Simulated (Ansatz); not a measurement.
**GaSb: geometry relaxation (part 2 of 2)**

GaSb (slab, 6 atoms in the cell); DFT PBEsol, scalar-relativistic, plane waves, PAW, no spin polarisation (Ansatz 0.2.0); cutoff 420 eV, 7×7×1 k-mesh, Gaussian smearing of 0.1 eV. The structure derives from an entry of the Crystallography Open Database. The input holds or restrains some coordinates. Forces given for the steps count only the free coordinates. It belongs to a series of runs on one base structure; here: clean slab, lower half held.

Geometry of the input (Å; fractional positions):
```
4.3213  0.0000  0.0000
0.0000  4.3213  0.0000
0.0000  0.0000  24.6390
Sb 0.0000  0.5000  0.3450
Ga 0.5000  0.5000  0.4070
Sb 0.5000  0.0000  0.4690
Ga 0.0000  0.0000  0.5310
Sb 0.0000  0.5000  0.5930
Ga 0.5000  0.5000  0.6550
```

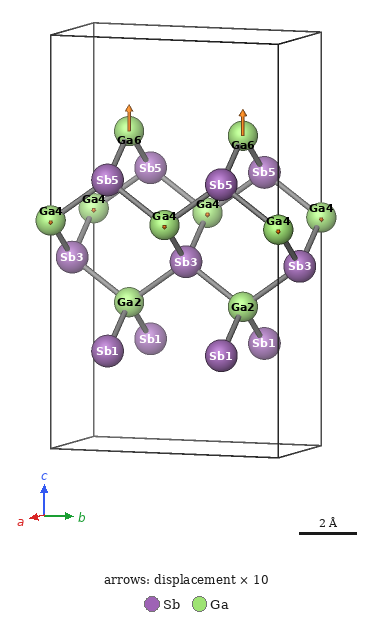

*The starting structure with the displacements as orange arrows, magnified 10 times (ball-and-stick view of the 1 × 2 repeat of the cell, with the vacuum cut short, seen slightly off an axis).*

The atom that moves furthest is Ga6 (0.097 Å). By element the largest moves are Ga 0.097 Å, Sb 0.004 Å. The cell doesn't change. Distances before and after: Sb5–Ga6 2.646 → 2.701 Å, Ga4–Sb5 2.646 → 2.659 Å, Sb3–Ga4 2.646 → 2.636 Å. Among the angles that change: Ga6–Sb5–Ga6 109.5° → 106.3°, Sb5–Ga6–Sb5 109.5° → 106.3°. The energy falls by 3.1 meV per atom in 3 geometry steps. The largest force component goes from 0.35 to 0.0091 eV/Å. (Atoms are counted from 1 in the order of the input.)

```
WARN: The output density's exchange-correlation potential varies sharply where the density is thin. Do not read a vacuum level from v_tot or v_xc, or from such a field of the output density. On a cell that repeats whose density bears no net charge and no dipole along the vacuum's axis use v_es (v_loc + v_h of the components); under efield.dipole_correction with no amplitude use v_es + v_field, which holds any external_charges[].barrier, or the levels of the report's work_function block, which leave it out; under a non-zero efield.amplitude the vacuum is tilted and has no level; on a cell that repeats and bears such a dipole with no correction it is tilted too, and efield.dipole_correction with no amplitude gives each side of its ramp a level where efield: is served; in a cell that repeats whose density bears a net charge (total_charge, or a fill off its count) it is curved and has none; of a slab under crystal.periodic whose density bears no net charge use v_es, which has a level on each side, short of where the two are joined; of another it falls or rises all the way out and has none; of a slab beside external_charges read slab_vacuum_level instead, which it has where they leave it neutral. The grid or the basis barely resolves most such structure, and the values can differ between equally converged runs; as a rule a tighter scf.convergence.dr2_threshold does not remove it. Where the density itself ripples (under the LDA too) a higher basis.ecutwfc lessens it. The files hold the spikes' plane waves up to the density's cutoff. Files: v_tot_of_output_density and the like, and their columns of v_z.tsv (output.write_potential); v_xc_of_output_density and the like, and their columns of v_comp_z.tsv (output.write_potential_components). Measured: with its Gaussian average of σ = 0.25 Å subtracted twice, the exchange-correlation potential is over 0.1 eV at 8 of the grid points where the equally averaged density (valence and model cores) is under 1e-3 e/Å³, and 0.111 eV at the most among them, at an averaged density of 6.5e-4 e/Å³. The input density's (outcome.potential() and, of a run that writes arrays, v_tot and v_xc) is over 0.1 eV, so measured, at 9 points of its own thin density, 0.112 eV at the most. See output.write_potential in the manual, Limitations
SCF converged after 6 iterations
Free energy (F): -30451.775602 eV
Harris-Foulkes:  -30451.775602 eV  (|F-HF|=1.64e-8)
Internal energy: -30451.749969 eV  (E = F + TS)
E sigma→0 (E₀):  -30451.762786 eV
Entropy (-TS):   -0.025633 eV (-4.272 meV/atom)
Fermi energy:    -0.269575 eV
Dipole field:    D = 0.036689 V/Å  (p = 0.093289 e·Å, saw-weighted, corrected)
Work function:   Φ+ = 4.3425 eV   Φ− = 5.2465 eV
Levels:          The Fermi level and band energies are counted from a zero that moves with the ramp; work functions are not
--- Per-component energies (eV) ---
  E_band       = -1417.075815
  E_kinetic    = 965.559041
  E_local      = -67105.476718  (includes V_loc(G=0)·N_el)
  E_nonlocal   = 2364.899460
  E_hartree    = 32761.293688
  E_xc         = -614.879742
  E_vxc        = -459.485636  (∫ρ·V_xc dr)
  E_paw        = -19340.990753  (= ΣΔE_a)
  E_vpaw       = -2705.329261  (= ΣTr[D̂ρ^β])
  E_aug_tail   = -0.000350  (compensation charges beyond the density's cutoff)
  E_efield     = 0.001711  (sawtooth field / dipole correction)
  E_vefield    = 0.131182  (∫n·V_field dr)
  E_ewald      = 20514.259188
  E_core_change = 3.584505  (= ΣΔE_core)
  E_smearing   = -0.025633  (= −TS)
  E_closure    = 0.000000  (closes the sum)
  Σ components = -30451.775602   (vs F -30451.775602, Δ=0.00e0)
--- Forces (eV/Å), atoms counted from 1 ---
  atom   1  Sb     0.00000000     0.00000000     0.17923936
  atom   2  Ga     0.00000000     0.00000000    -0.33071451
  atom   3  Sb     0.00000000     0.00000000     0.15502263
  atom   4  Ga     0.00000000     0.00000000     0.00096398
  atom   5  Sb     0.00000000     0.00000000    -0.00908770
  atom   6  Ga     0.00000000     0.00000000     0.00457867
  max |Σ_I F_I| component: 2.43e-6 eV/Å
--- Band table (eV; the first three rows and the last of 16) ---
  k-point 0: bands = ["-28.8066", "-28.8010", "-28.7866", "-28.7800", "-28.7738", "-28.7702", "-28.7637", "-28.7448", "-28.7033", "-28.6864", "-28.4758", "-28.4466", "-28.4189", "-28.3565", "-28.3405", "-15.1095", "-15.0845", "-15.0828", "-15.0700", "-15.0480", "-15.0354", "-15.0241", "-15.0209", "-14.9672", "-14.9479", "-14.6854", "-14.6792", "-14.6340", "-14.6181", "-14.5934", "-11.1842", "-10.2275", "-8.9961", "-6.1373", "-4.1750", "-2.2166", "-2.1950", "-1.9282", "-1.2332", "-1.1362", "-0.2828", "0.2021", "0.8771", "1.0956", "1.2792", "1.8632", "1.9739", "2.5140", "2.6980", "3.5248", "4.0072"]
  k-point 1: bands = ["-28.8066", "-28.8008", "-28.7868", "-28.7804", "-28.7729", "-28.7697", "-28.7639", "-28.7448", "-28.7028", "-28.6866", "-28.4751", "-28.4467", "-28.4191", "-28.3565", "-28.3405", "-15.1103", "-15.0861", "-15.0793", "-15.0697", "-15.0478", "-15.0360", "-15.0251", "-15.0214", "-14.9671", "-14.9478", "-14.6921", "-14.6727", "-14.6338", "-14.6180", "-14.5943", "-11.0531", "-10.1290", "-8.9935", "-6.0730", "-4.4244", "-2.8180", "-2.5626", "-2.1025", "-1.1638", "-0.9426", "-0.3093", "-0.2601", "0.6260", "1.3427", "1.4315", "1.9511", "2.4113", "2.5976", "3.3126", "3.6182", "4.1148"]
  k-point 2: bands = ["-28.8066", "-28.8005", "-28.7873", "-28.7813", "-28.7711", "-28.7685", "-28.7644", "-28.7448", "-28.7017", "-28.6870", "-28.4737", "-28.4471", "-28.4194", "-28.3564", "-28.3404", "-15.1138", "-15.0848", "-15.0747", "-15.0691", "-15.0475", "-15.0373", "-15.0272", "-15.0224", "-14.9667", "-14.9476", "-14.7010", "-14.6642", "-14.6333", "-14.6176", "-14.5962", "-10.6820", "-9.8878", "-9.0537", "-5.9720", "-5.0417", "-4.0529", "-2.7639", "-1.7858", "-1.1136", "-1.0021", "-0.7667", "-0.4271", "0.0122", "0.8637", "1.7453", "1.9113", "2.3214", "3.8597", "3.9842", "4.4621", "4.7251"]
  k-point 15: bands = ["-28.8083", "-28.7957", "-28.7877", "-28.7815", "-28.7691", "-28.7677", "-28.7652", "-28.7461", "-28.6965", "-28.6884", "-28.4705", "-28.4483", "-28.4196", "-28.3578", "-28.3375", "-15.1132", "-15.0964", "-15.0685", "-15.0605", "-15.0399", "-15.0373", "-15.0334", "-15.0262", "-14.9835", "-14.9349", "-14.7020", "-14.6571", "-14.6498", "-14.6032", "-14.5982", "-9.2498", "-9.0925", "-8.2878", "-6.6687", "-6.2366", "-5.8291", "-3.1844", "-3.0658", "-2.5944", "-2.4533", "-1.1514", "-0.9984", "-0.7018", "0.1975", "1.9820", "2.1423", "2.7638", "2.8483", "4.1904", "4.5843", "4.9962"]
--- Relaxed structure (4 steps of the walk, 4 accepted, 0 SCFs on fresh bases) ---
  F+E_penalty+E_count = -30451.77560219 eV   max|allowed force component| = 9.088e-3 eV/Å
  atoms:
    - { symbol: Sb, position: [0.0, 0.5, 0.3449810399] }
    - { symbol: Ga, position: [0.5, 0.5, 0.40698862390000007] }
    - { symbol: Sb, position: [0.5, 0.0, 0.468996208] }
    - { symbol: Ga, position: [0.0, 0.0, 0.530300172811541] }
    - { symbol: Sb, position: [0.0, 0.5, 0.5931844148091819] }
    - { symbol: Ga, position: [0.5, 0.5, 0.6589610028986068] }
```

**Trajectory as extended XYZ (Å, eV, eV/Å), 4 frames, from step=1 to step=4**
```
6
Lattice="4.3213 0.0000 0.0000 0.0000 4.3213 0.0000 0.0000 0.0000 24.6390" Properties=species:S:1:pos:R:3:forces:R:3 step=1 energy=-30451.75692
Sb    0.0000    2.1606    8.5000    0.0000   0.0000   0.1925
Ga    2.1606    2.1606   10.0278    0.0000   0.0000  -0.3491
Sb    2.1606    0.0000   11.5556    0.0000   0.0000   0.2581
Ga    0.0000    0.0000   13.0834    0.0000   0.0000  -0.2629
Sb    0.0000    2.1606   14.6112    0.0000   0.0000  -0.1903
Ga    2.1606    2.1606   16.1390    0.0000   0.0000   0.3518
6
Lattice="4.3213 0.0000 0.0000 0.0000 4.3213 0.0000 0.0000 0.0000 24.6390" Properties=species:S:1:pos:R:3:forces:R:3 step=2 energy=-30451.76813
Sb    0.0000    2.1606    8.5000    0.0000   0.0000   0.1836
Ga    2.1606    2.1606   10.0278    0.0000   0.0000  -0.3511
Sb    2.1606    0.0000   11.5556    0.0000   0.0000   0.0468
Ga    0.0000    0.0000   13.0351    0.0000   0.0000   0.3121
Sb    0.0000    2.1606   14.6264    0.0000   0.0000  -0.0696
Ga    2.1606    2.1606   16.2732    0.0000   0.0000  -0.1217
6
Lattice="4.3213 0.0000 0.0000 0.0000 4.3213 0.0000 0.0000 0.0000 24.6390" Properties=species:S:1:pos:R:3:forces:R:3 step=3 energy=-30451.77551
Sb    0.0000    2.1606    8.5000    0.0000   0.0000   0.1816
Ga    2.1606    2.1606   10.0278    0.0000   0.0000  -0.3371
Sb    2.1606    0.0000   11.5556    0.0000   0.0000   0.1286
Ga    0.0000    0.0000   13.0592    0.0000   0.0000   0.0311
Sb    0.0000    2.1606   14.6097    0.0000   0.0000  -0.0059
Ga    2.1606    2.1606   16.2300    0.0000   0.0000   0.0018
6
Lattice="4.3213 0.0000 0.0000 0.0000 4.3213 0.0000 0.0000 0.0000 24.6390" Properties=species:S:1:pos:R:3:forces:R:3 step=4 energy=-30451.77560
Sb    0.0000    2.1606    8.5000    0.0000   0.0000   0.1792
Ga    2.1606    2.1606   10.0278    0.0000   0.0000  -0.3307
Sb    2.1606    0.0000   11.5556    0.0000   0.0000   0.1550
Ga    0.0000    0.0000   13.0661    0.0000   0.0000   0.0010
Sb    0.0000    2.1606   14.6155    0.0000   0.0000  -0.0091
Ga    2.1606    2.1606   16.2362    0.0000   0.0000   0.0046
```

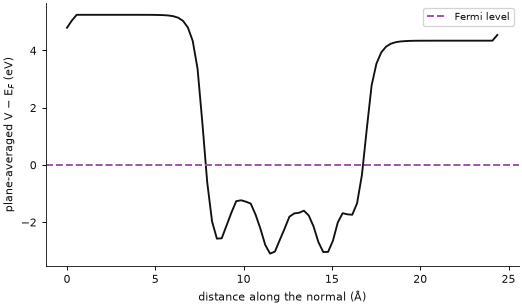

*Plane average of the electrostatic potential energy of an electron across the cell, from the Fermi level.*

The vacuum level lies 4.34 eV above the Fermi level on the upper side and 5.25 eV on the lower.

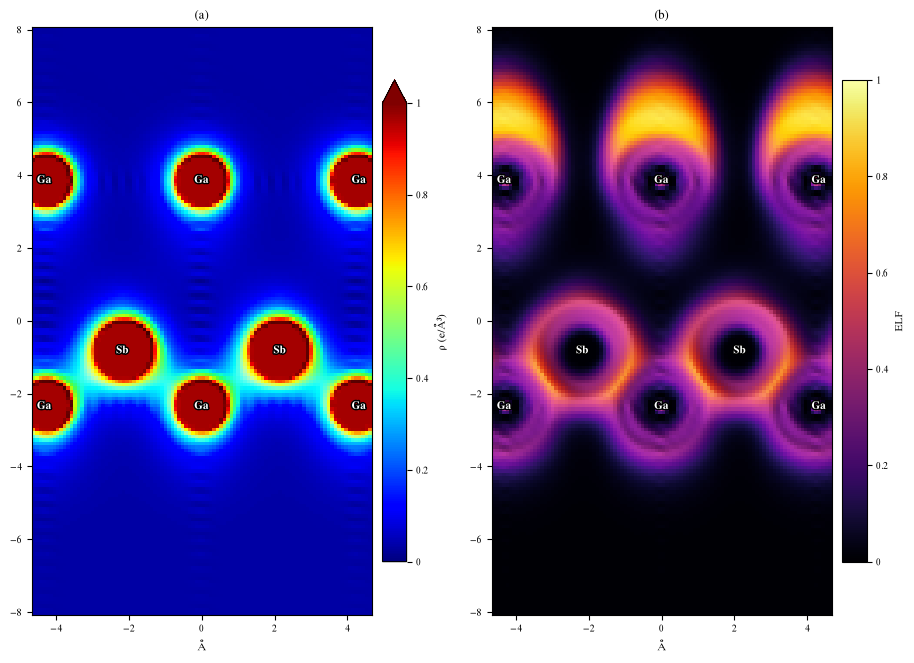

*(a) valence charge density (pseudo); (b) electron localisation function on the (100) plane of the calculation cell, a cut from vacuum to vacuum.*

Atoms in the plane: Ga and Sb. Ga–Sb (2.65 Å): ρ at the midpoint is about 0.41 e/Å³; the ELF peaks at about 0.70 between the atoms. The density dies away to nearly zero in the vacuum. The strong features right at Ga lie inside the PAW spheres (semicore, d or f shells) and say nothing about bonding. Core electrons are frozen (PAW), so the fields are smoothed inside the atomic spheres.

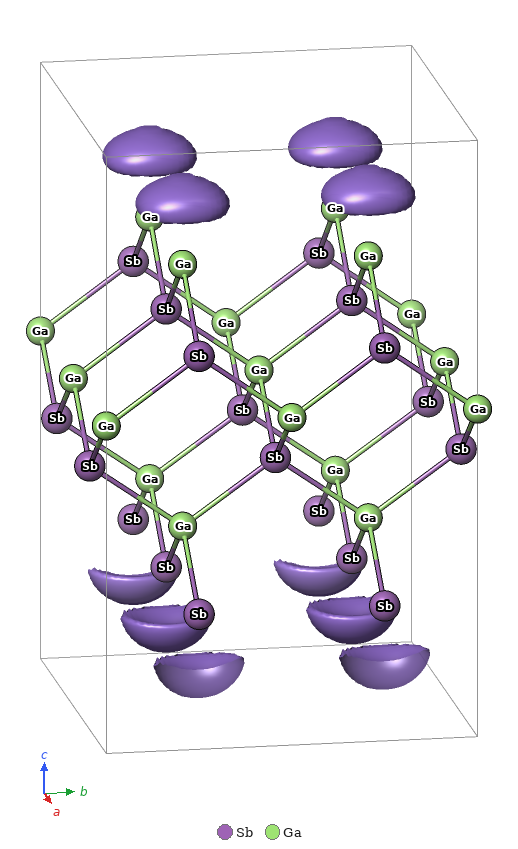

*Isosurface of the electron localisation function at 0.75 (purple), seen slightly off an axis. Core shells and regions of very low density are left out. Sticks mark near contacts.*

Values along the shortest contacts: Ga–Sb (2.64 Å): the ELF peaks at about 0.70 between the atoms. Ga–Sb (2.70 Å): the ELF peaks at about 0.65 between the atoms.

**Results in brief**

- outcome: converged under the restraints of the input
- electrons treated: 84
- free energy: −30451.7756 eV
- work function, top face: 4.34 eV
- work function, bottom face: 5.25 eV
- Fermi energy: −0.270 eV
- gap on the k-point mesh: none (metallic)
- final volume: 460.10 Å³
- work function (upper face): 4.34 eV
- largest force (length of the vector) at the end, held atoms and coordinates included: 0.331 eV/Å
- hardware: 2 threads of Arm Neoverse V2, 24 GiB of memory available, shared host
- wall time: 72 s (CPU time 2.4 min)
- peak memory: 0.78 GiB

**Notes**

Warnings of the run: the exchange-correlation potential is rough where the density is thin.
